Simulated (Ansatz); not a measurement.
## Single-point calculation, with input and output: MoS2

MoS2 (slab, 12 atoms in the cell), computed with DFT PBE+D3(BJ), scalar-relativistic, plane waves, PAW, no spin polarisation (Ansatz 0.2.0).

The structure derives from an entry of the Crystallography Open Database. It belongs to a series of runs on one base structure; here: the slab at its places in the relaxed adsorbed structure. Figures and captions count atoms from 1; the log counts them from 0 in places.

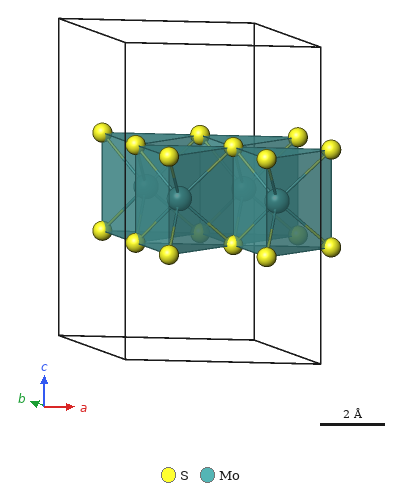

The structure (polyhedral view of the cell of the calculation, with the vacuum cut short, seen slightly off an axis; polyhedra are completed across the faces of the cell). An atom can appear more than once, as a periodic image.

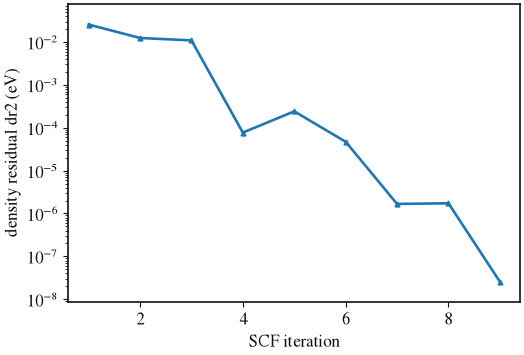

Convergence of the self-consistent field: density residual dr2 against the SCF iteration. The residual comes down, with one marked jump up, by a factor of about 3, at step 5.

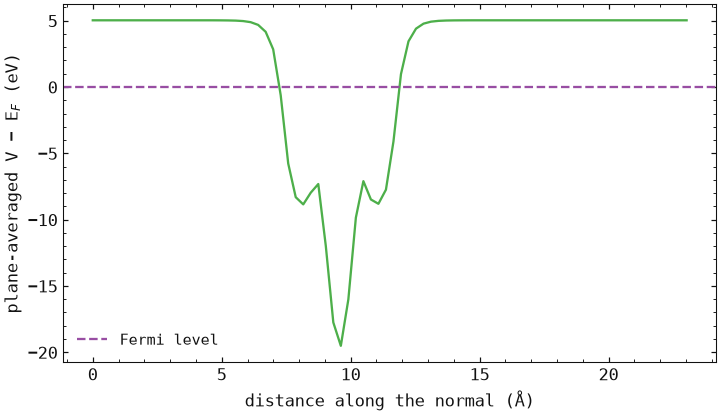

Plane average of the electrostatic potential energy of an electron across the cell, from the Fermi level. The vacuum level lies 5.03 eV above the Fermi level.

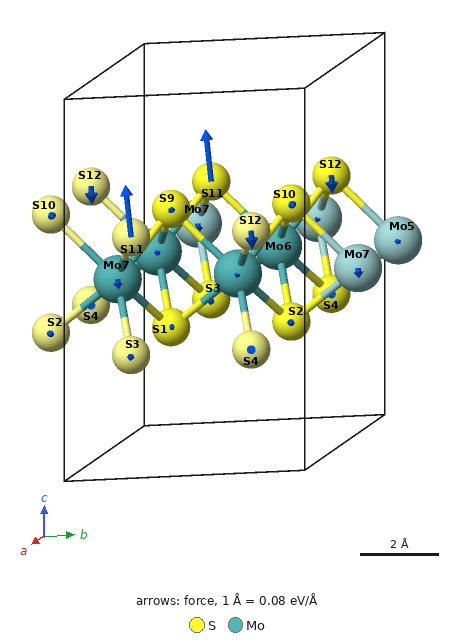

Forces on the atoms as blue arrows (ball-and-stick view of the cell of the calculation, with the vacuum cut short, seen slightly off an axis; neighbours outside the cell are drawn fainter; atoms are numbered from 1 in the order of the input); the smallest are left out. The largest act on S11 (0.11 eV/Å); S12 (0.04 eV/Å). The geometry is not a stationary point of this energy.

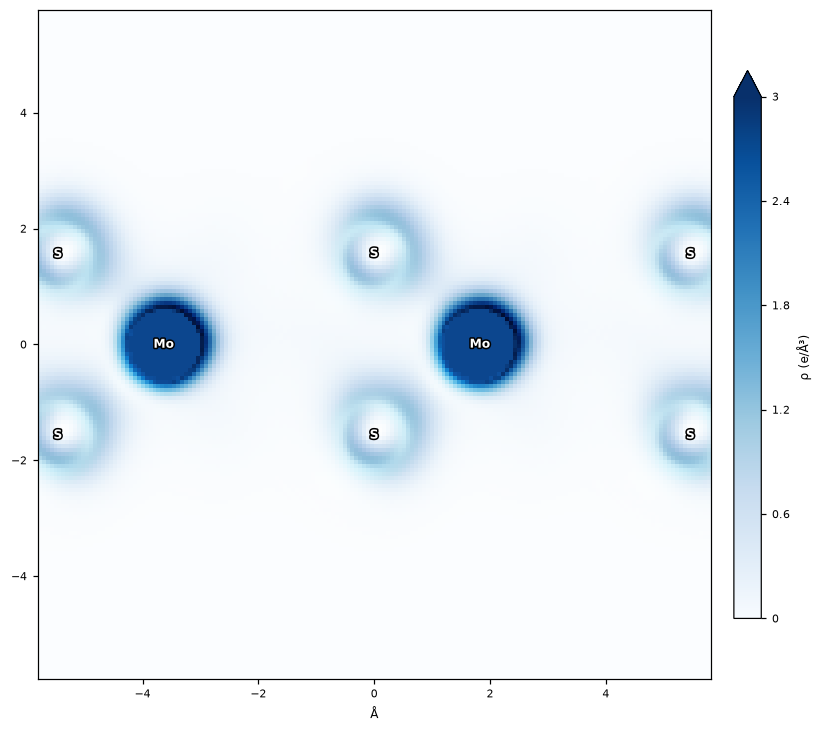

Valence electron density on the (110) plane of the calculation cell, a cut from vacuum to vacuum. Atoms in the plane: S and Mo. Mo–S (2.40 Å): the density is about 0.61 e/Å³ at the midpoint. The density dies away to nearly zero in the vacuum. Core electrons are frozen (PAW), so the fields are smoothed inside the atomic spheres.

The input and output of the run follow.

## The input
```yaml
crystal:
  lattice:
    - [6.3058975174, 0.0, 0.0]
    - [-3.1529487587, 5.4610674438, 0.0]
    - [0.0, 0.0, 23.3180323976]
  atoms:
    - { symbol: S, position: [0.6666666667, 0.3333333333, 0.3430821205] }
    - { symbol: S, position: [0.6666666667, 0.8333333333, 0.3430821205] }
    - { symbol: S, position: [0.1666666667, 0.3333333333, 0.3430821205] }
    - { symbol: S, position: [0.1666666667, 0.8333333333, 0.3430821205] }
    - { symbol: Mo, position: [0.3333860461, 0.16650235, 0.4102929475] }
    - { symbol: Mo, position: [0.3334456147, 0.6669503159, 0.4102619965] }
    - { symbol: Mo, position: [0.8331697769, 0.1665861348, 0.410328888] }
    - { symbol: Mo, position: [0.8332980072, 0.6666601113, 0.4103828567] }
    - { symbol: S, position: [0.6664710241, 0.3331353977, 0.4776127476] }
    - { symbol: S, position: [0.666385052, 0.8332520537, 0.4776015392] }
    - { symbol: S, position: [0.167238223, 0.3337424216, 0.4771945202] }
    - { symbol: S, position: [0.1666665216, 0.8333045105, 0.4777011647] }
basis:
  ecutwfc: 420
kpoints:
  mp_grid: { grid: [3, 3, 1] }
hamiltonian:
  xc: pbe
  dispersion: d3bj
scf:
  occupations: { method: gaussian, width: 0.05 }
output:
  forces: true
  eigenvalues: true
  write_density: true
  volumetric_format: npy
efield:
  axis: 3
  dipole_correction: true
  ramp_width: 0.04
```

Run as:
```bash
ansatz run input.yaml --threads 4 --pin off --max-ram 10240MiB --backend cpu --events-out ev --progress --plain --runs-dir out
```

## Output
```
Engine: ansatz 0.2.0, x86_64-unknown-linux-gnu
Pseudopotentials: kind: paw
Pseudopotential: S, paw, valence charge 6, recommended cutoff 420 eV (normal), S.paw.azcp
Pseudopotential: Mo, paw, valence charge 14, recommended cutoff 420 eV (normal), Mo.paw.azcp
Functional definition: PBE
  parameter kappa = 0.804
  parameter beta = 0.06672455060314922
  exchange = pbe_x(kappa = kappa, mu = beta*pi^2/3)
  correlation = pbe_c(beta = beta)
Crystal: 12 atoms, lattice volume = 803.001 Å³
Basis set: ecut = 420 eV, 15725 PW (Γ), exchange–correlation on 90×90×320 points (8 copies of the dense FFT grid, shifted against one another)
Bands: 64, of which v1, the nominal top of the filled ones, is band 52 counted from 1 (51 counted from 0)
Symmetry: 1 space group operations
Space group: P1 (ITA 1), of the structure as read, at distance tolerance 9.3e-5 Å
k-points: 5 of 9 (time reversal used)
Non-local potential: S, projectors of the file, l = 0: 2, l = 1: 2, l = 2: 2
Non-local potential: Mo, projectors of the file, l = 0: 3, l = 1: 2, l = 2: 2, l = 3: 1
PAW form: soft (Blöchl's): semilocal exchange-correlation on the pseudo side does not see the compensation charge
PAW one-centre angular grid: S, 110 points (default); XC on 64 Gauss nodes
PAW one-centre angular grid: Mo, 590 points (default); XC on 64 Gauss nodes
Initial density: superposition of atomic densities (neutral atoms: chi_scale 0, normalization atom), corrected by the library's trained network
Initial wavefunctions: pseudopotential atomic-orbital guess
Functional: x = pbe(κ = 0.804, μ = 0.2195149727645171), c = pbe(β = 0.06672455060314922)
SCF iter   1: F=—  HF=-27055.020417 eV  |F-HF|=—  |Δ(HF+E_count)|=         —  Δρ=2.89e-3  dr2=2.55e-2  ethr=1.77e-3  p=0.000 e·Å  D=1.63e-5 V/Å  ΔV_dip=-0.00 eV  dr2_dipole=4.51e-8  V_vac-E_F(+/−)=5.22/5.22 eV  ⟨swp⟩=8.2  Hψ=1540  notcnv=0
efield: sawtooth ramp at fractional position 0.8904 (placed from the atoms, in the widest stretch of the axis that holds none; the zero of the levels goes with the place), width 0.0400; the density the first Hamiltonian is built on has a dipole p = 0.000 e·Å; the dipole correction subtracts the counter field D = 1.63e-5 V/Å, which shifts the + side's vacuum level by -0.00 eV against the − side's; the planar-averaged density in the ramp window peaks in size at 8.6e-6 e/Å³
preconditioner: auto → Resta (q_TF=auto, 1.941 Å⁻¹)  ε∞=3.1  [insulator: Δε(μ)=1.781 eV  Ē_g=7.733 eV  σ=0.050 eV  W_gap=1.00  n_scr=80 (ndim 8)  ℏωp=11.1 eV  f_vac=0.705  D(μ)=0.00/eV (n_scr^D=0)  ε∞_Penn≈3.1  vacuum switching on, ρ_ref=4.3e-3 e/Å³]
SCF iter   2: F=—  HF=-27055.043237 eV  |F-HF|=—  |Δ(HF+E_count)|=   2.28e-2  Δρ=1.66e-3  dr2=1.24e-2  ethr=2.45e-5  p=-0.000 e·Å  D=-1.68e-5 V/Å  ΔV_dip=0.00 eV  dr2_dipole=4.42e-8  V_vac-E_F(+/−)=5.10/5.10 eV  ⟨swp⟩=2.0  Hψ=661  notcnv=0  defer=12
SCF iter   3: F=—  HF=-27055.052551 eV  |F-HF|=—  |Δ(HF+E_count)|=   9.31e-3  Δρ=1.01e-3  dr2=1.09e-2  ethr=1.19e-5  p=0.000 e·Å  D=4.17e-6 V/Å  ΔV_dip=-0.00 eV  dr2_dipole=1.04e-7  V_vac-E_F(+/−)=5.11/5.11 eV  ⟨swp⟩=2.2  Hψ=486  notcnv=0  defer=12
SCF iter   4: F=—  HF=-27055.054193 eV  |F-HF|=—  |Δ(HF+E_count)|=   1.64e-3  Δρ=8.23e-5  dr2=7.70e-5  ethr=1.05e-5  p=-0.000 e·Å  D=-2.44e-5 V/Å  ΔV_dip=0.00 eV  dr2_dipole=3.04e-8  V_vac-E_F(+/−)=5.04/5.04 eV  ⟨swp⟩=2.0  Hψ=423  notcnv=0  defer=12
SCF iter   5: F=—  HF=-27055.053974 eV  |F-HF|=—  |Δ(HF+E_count)|=   2.20e-4  Δρ=1.06e-4  dr2=2.41e-4  ethr=7.41e-8  p=0.000 e·Å  D=2.56e-5 V/Å  ΔV_dip=-0.00 eV  dr2_dipole=8.34e-7  V_vac-E_F(+/−)=5.03/5.03 eV  ⟨swp⟩=3.2  Hψ=638  notcnv=0  defer=12
SCF iter   6: F=—  HF=-27055.053953 eV  |F-HF|=—  |Δ(HF+E_count)|=   2.02e-5  Δρ=5.03e-5  dr2=4.71e-5  ethr=7.41e-8  p=-0.000 e·Å  D=-2.49e-5 V/Å  ΔV_dip=0.00 eV  dr2_dipole=4.72e-9  V_vac-E_F(+/−)=5.03/5.03 eV  ⟨swp⟩=2.0  Hψ=432  notcnv=0  defer=12
SCF iter   7: F=—  HF=-27055.053947 eV  |F-HF|=—  |Δ(HF+E_count)|=   6.29e-6  Δρ=1.16e-5  dr2=1.67e-6  ethr=4.53e-8  p=-0.000 e·Å  D=-3.70e-5 V/Å  ΔV_dip=0.00 eV  dr2_dipole=1.06e-7  V_vac-E_F(+/−)=5.03/5.03 eV  ⟨swp⟩=2.0  Hψ=388  notcnv=0  defer=12
SCF iter   8: F=—  HF=-27055.053947 eV  |F-HF|=—  |Δ(HF+E_count)|=   1.82e-7  Δρ=5.97e-6  dr2=1.73e-6  ethr=1.60e-9  p=0.000 e·Å  D=1.03e-5 V/Å  ΔV_dip=-0.00 eV  dr2_dipole=3.39e-7  V_vac-E_F(+/−)=5.03/5.03 eV  ⟨swp⟩=3.0  Hψ=611  notcnv=0  defer=12
SCF iter   9: F=-27055.053947 eV  HF=-27055.053947 eV  |F-HF|=8.33e-10  |Δ(HF+E_count)|=   7.14e-8  Δρ=1.42e-6  dr2=2.57e-8  ethr=9.62e-11  p=-0.000 e·Å  D=-2.06e-5 V/Å  ΔV_dip=0.00 eV  dr2_dipole=6.47e-10  V_vac-E_F(+/−)=5.03/5.03 eV  ⟨swp⟩=10.2  Hψ=1710  notcnv=0
SCF 1 converged in 9 iterations: F = -27055.053947 eV  dr2 = 2.57e-8
  greatest PAW one-centre occupation: 0.998 electrons in one spin orbital (limit 2), on the Mo atom at site 5 (counted from 0), in its partial waves of l = 0
SCF converged after 9 iterations
Free energy (F): -27055.053947 eV
Harris-Foulkes:  -27055.053947 eV  (|F-HF|=8.33e-10)
Internal energy: -27055.053947 eV  (E = F + TS)
E sigma→0 (E₀):  -27055.053947 eV
Fermi energy:    -0.720460 eV
Dipole field:    D = -0.000003 V/Å  (p = -0.000016 e·Å, saw-weighted, corrected)
Work function:   Φ+ = 5.0278 eV   Φ− = 5.0277 eV
Levels:          The Fermi level and band energies are counted from a zero that moves with the ramp; work functions are not
--- Per-component energies (eV) ---
  E_band       = -1855.224176
  E_kinetic    = 2625.235433
  E_local      = -80145.851115  (includes V_loc(G=0)·N_el)
  E_nonlocal   = 796.578977
  E_hartree    = 38551.254054
  E_xc         = -1514.246409
  E_vxc        = -1620.216856  (∫ρ·V_xc dr)
  E_paw        = -17606.221076  (= ΣΔE_a)
  E_vpaw       = -613.487064  (= ΣTr[D̂ρ^β])
  E_aug_tail   = 0.000157  (compensation charges beyond the density's cutoff)
  E_efield     = 0.000000  (sawtooth field / dipole correction)
  E_vefield    = -0.000001  (∫n·V_field dr)
  E_ewald      = 30242.030500
  E_disp       = -3.834469  (pairwise vdW)
  E_smearing   = -0.000000  (= −TS)
  E_closure    = 0.000000  (closes the sum)
  Σ components = -27055.053947   (vs F -27055.053947, Δ=0.00e0)
--- Forces (eV/Å), atoms counted from 1 ---
  atom   1  S      0.00252357     0.00763145     0.00218930
  atom   2  S      0.01171861     0.00143173    -0.00343078
  atom   3  S     -0.00177657    -0.00230469    -0.01313242
  atom   4  S     -0.01582882    -0.00521934    -0.00616852
  atom   5  Mo     0.00616655    -0.00023397    -0.00793776
  atom   6  Mo    -0.00495566     0.00085508     0.00210825
  atom   7  Mo     0.00493986     0.00379181    -0.02010633
  atom   8  Mo     0.00339291    -0.00215947    -0.00863333
  atom   9  S      0.00706567     0.00572904    -0.00651815
  atom  10  S      0.01171458     0.00944856    -0.00422765
  atom  11  S     -0.02478747    -0.02117222     0.10407335
  atom  12  S     -0.00017266     0.00220025    -0.03823358
  max |Σ_I F_I| component: 1.76e-5 eV/Å
--- Band table (eV; the first three rows and the last of 5) ---
  k-point 0: bands = ["-62.4441", "-62.4026", "-62.4013", "-62.4012", "-36.7672", "-36.7665", "-36.7663", "-36.6038", "-36.5212", "-36.5207", "-36.5200", "-36.4537", "-36.4535", "-36.4526", "-36.3590", "-36.3589", "-15.7848", "-14.4748", "-13.8315", "-13.8232", "-13.8206", "-13.6856", "-13.6840", "-13.6832", "-7.4649", "-7.4621", "-7.4606", "-7.2949", "-6.4843", "-6.4837", "-6.4830", "-5.7233", "-5.7189", "-5.7143", "-4.7699", "-4.7667", "-4.7641", "-4.1839", "-4.1837", "-3.5465", "-3.5437", "-3.5357", "-3.4661", "-3.0591", "-3.0580", "-2.5168", "-2.5147", "-2.5078", "-2.2570", "-2.2551", "-2.2491", "-1.6957", "0.7399", "0.7431", "0.7437", "1.2302", "1.2307", "1.2387", "1.2412", "1.2427", "1.4676", "1.4681", "2.2941", "2.2982"]
  k-point 1: bands = ["-62.4336", "-62.4124", "-62.4021", "-62.4013", "-36.7159", "-36.7157", "-36.6671", "-36.5831", "-36.5416", "-36.5211", "-36.5203", "-36.5067", "-36.5059", "-36.4633", "-36.4299", "-36.3827", "-15.3753", "-14.4196", "-14.3043", "-13.9140", "-13.8513", "-13.8443", "-13.6672", "-13.6660", "-6.9872", "-6.9861", "-6.9037", "-6.8687", "-6.5687", "-6.5682", "-5.8577", "-5.5224", "-5.4608", "-5.4575", "-4.9588", "-4.8568", "-4.8538", "-4.5679", "-4.4415", "-3.9696", "-3.9659", "-3.7629", "-3.6244", "-3.3597", "-3.3532", "-3.2800", "-2.9020", "-2.7017", "-2.6125", "-2.0952", "-2.0846", "-1.9517", "0.6619", "0.6687", "0.6760", "0.6981", "0.7434", "1.0327", "1.0730", "1.2847", "1.2888", "1.7601", "1.7610", "1.8301"]
  k-point 2: bands = ["-62.4336", "-62.4124", "-62.4021", "-62.4013", "-36.7160", "-36.7156", "-36.6671", "-36.5831", "-36.5416", "-36.5208", "-36.5206", "-36.5066", "-36.5060", "-36.4633", "-36.4299", "-36.3827", "-15.3754", "-14.4197", "-14.3042", "-13.9139", "-13.8493", "-13.8461", "-13.6674", "-13.6660", "-6.9870", "-6.9862", "-6.9037", "-6.8688", "-6.5693", "-6.5673", "-5.8577", "-5.5226", "-5.4595", "-5.4587", "-4.9590", "-4.8565", "-4.8540", "-4.5676", "-4.4418", "-3.9684", "-3.9670", "-3.7628", "-3.6249", "-3.3592", "-3.3539", "-3.2797", "-2.9021", "-2.7015", "-2.6123", "-2.0932", "-2.0867", "-1.9515", "0.6631", "0.6670", "0.6763", "0.6987", "0.7430", "1.0323", "1.0726", "1.2857", "1.2876", "1.7570", "1.7635", "1.8309"]
  k-point 4: bands = ["-62.4336", "-62.4124", "-62.4022", "-62.4012", "-36.7161", "-36.7155", "-36.6671", "-36.5831", "-36.5416", "-36.5211", "-36.5203", "-36.5068", "-36.5058", "-36.4633", "-36.4298", "-36.3827", "-15.3753", "-14.4195", "-14.3043", "-13.9140", "-13.8515", "-13.8441", "-13.6677", "-13.6654", "-6.9873", "-6.9859", "-6.9038", "-6.8686", "-6.5687", "-6.5684", "-5.8577", "-5.5224", "-5.4608", "-5.4575", "-4.9587", "-4.8565", "-4.8539", "-4.5680", "-4.4414", "-3.9695", "-3.9660", "-3.7629", "-3.6242", "-3.3597", "-3.3532", "-3.2800", "-2.9020", "-2.7016", "-2.6127", "-2.0946", "-2.0852", "-1.9517", "0.6625", "0.6680", "0.6761", "0.6982", "0.7433", "1.0329", "1.0730", "1.2846", "1.2891", "1.7598", "1.7616", "1.8299"]
```

## Summary

```json
{"quantity": "outcome", "value": "converged"}
{"quantity": "electrons treated", "value": "104"}
{"quantity": "free energy", "value": "−27055.0539 eV"}
{"quantity": "work function, top face", "value": "5.03 eV"}
{"quantity": "work function, bottom face", "value": "5.03 eV"}
{"quantity": "Fermi energy", "value": "−0.720 eV"}
{"quantity": "gap on the k-point mesh", "value": "1.78 eV"}
{"quantity": "work function (upper face)", "value": "5.03 eV"}
{"quantity": "largest force (length of the vector)", "value": "0.109 eV/Å"}
{"quantity": "hardware", "value": "4 threads of Intel Xeon (Granite Rapids), 64 GiB of memory available, shared host"}
{"quantity": "wall time", "value": "6.3 s (CPU time 22 s)"}
{"quantity": "peak memory", "value": "1.4 GiB"}
```
